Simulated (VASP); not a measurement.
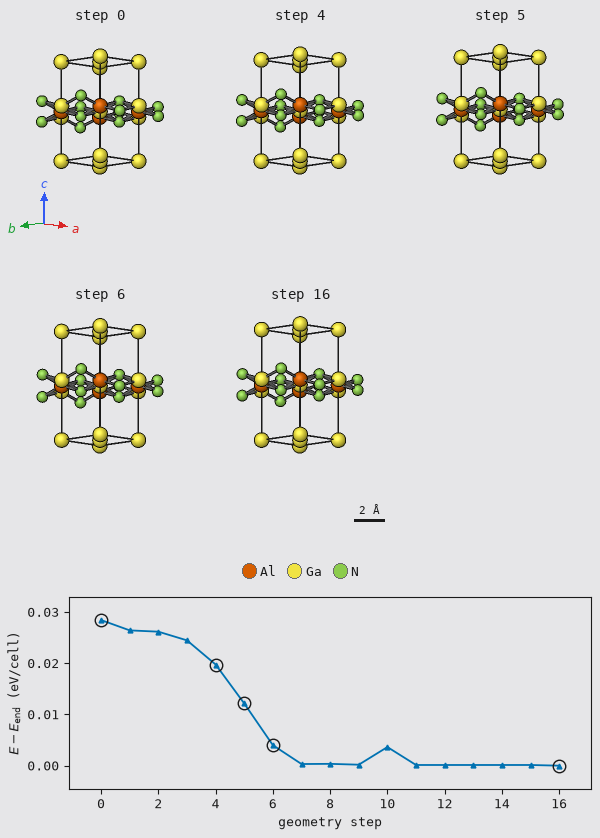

Frames of a relaxation of solid AlGa3N2 (a generated structure, set up in P-4m2), marked on the history of the run. Style: ball-and-stick. Shown: the cell of the calculation, from a free direction.

The run lets cell and atoms move.

All numbers below come from VASP, Kohn-Sham DFT of a periodic cell, PBE, VASP PAW PBE potentials, recommended.

The input:
```
SYSTEM = AlGa3N2
PREC = Accurate
ENCUT = 520
EDIFF = 1E-6
ISMEAR = 0
SIGMA = 0.1
LREAL = .False.
LASPH = .True.
NELM = 120
ALGO = Normal
ISIF = 3
LWAVE = .False.
LCHARG = .False.
GGA = PE
IBRION = 2
NSW = 90
EDIFFG = -0.01
KPAR = 4
```

Command:
```bash
cat potpaw_PBE.64/Al/POTCAR potpaw_PBE.64/Ga_d/POTCAR potpaw_PBE.64/N/POTCAR > POTCAR
mpirun -np 4 vasp_std > vasp.out
```

### What happens along the run?

Over 16 geometry steps the energy falls by 28.4 meV per cell of the calculation. Largest force component: 0.054 eV/Å at the start, 0.00079 eV/Å at the end. Pressure: 0.80 GPa at the start and −0.04 GPa at the end. The largest moves relative to the cell, 0.024 Å, are those of N atoms. Al and Ga stay in place. Cell: a = b 3.773 → 3.744 Å (−0.8 %), c 6.916 → 7.697 Å (+11.3 %). Volume +9.6 %. Among the contacts that change: Al–N 1.957 → 1.953 Å, Ga–N 1.957 → 1.953 Å. Among the angles between lasting bonds that change: N–Al–N 149.1° → 146.9°, N–Ga–N 149.1° → 146.9°, Al–N–Al 149.1° → 146.9°. The space group stays P-4m2 (No. 115). From step 0 to 4: volume +2.1 %, energy −8.7 meV per cell of the calculation. From step 4 to 5: volume +1.7 %, energy −7.6 meV per cell of the calculation. From step 5 to 6: volume +3.3 %, energy −8.1 meV per cell of the calculation. From step 6 to 16: N atoms move most (0.03 Å), volume +2.2 %, energy −4.0 meV per cell of the calculation.

| step | E − E(0), meV/atom | largest force component, eV/Å | pressure, GPa | volume, Å³/atom |
| --- | --- | --- | --- | --- |
| 0 | 0.00 | 0.0545 | 0.80 | 16.409 |
| 1 | -0.34 | 0.0312 | -0.28 | 16.603 |
| 2 | -0.38 | 0.0101 | -0.05 | 16.555 |
| 3 | -0.66 | 0.0139 | -0.01 | 16.604 |
| 4 | -1.45 | 0.0270 | 0.00 | 16.751 |
| 5 | -2.72 | 0.0525 | -0.01 | 17.041 |
| 6 | -4.07 | 0.1134 | 0.09 | 17.606 |
| 7 | -4.69 | 0.0324 | 0.14 | 17.898 |
| 8 | -4.68 | 0.0072 | 0.10 | 18.036 |
| 9 | -4.71 | 0.0062 | 0.11 | 17.987 |
| 10 | -4.13 | 0.0803 | -0.92 | 18.159 |
| 11 | -4.72 | 0.0150 | -0.09 | 18.008 |
| 12 | -4.72 | 0.0142 | -0.02 | 18.005 |
| 13 | -4.72 | 0.0139 | -0.09 | 18.006 |
| 14 | -4.72 | 0.0145 | -0.07 | 18.006 |
| 15 | -4.72 | 0.0160 | -0.04 | 18.005 |
| 16 | -4.74 | 0.0008 | -0.04 | 17.985 |
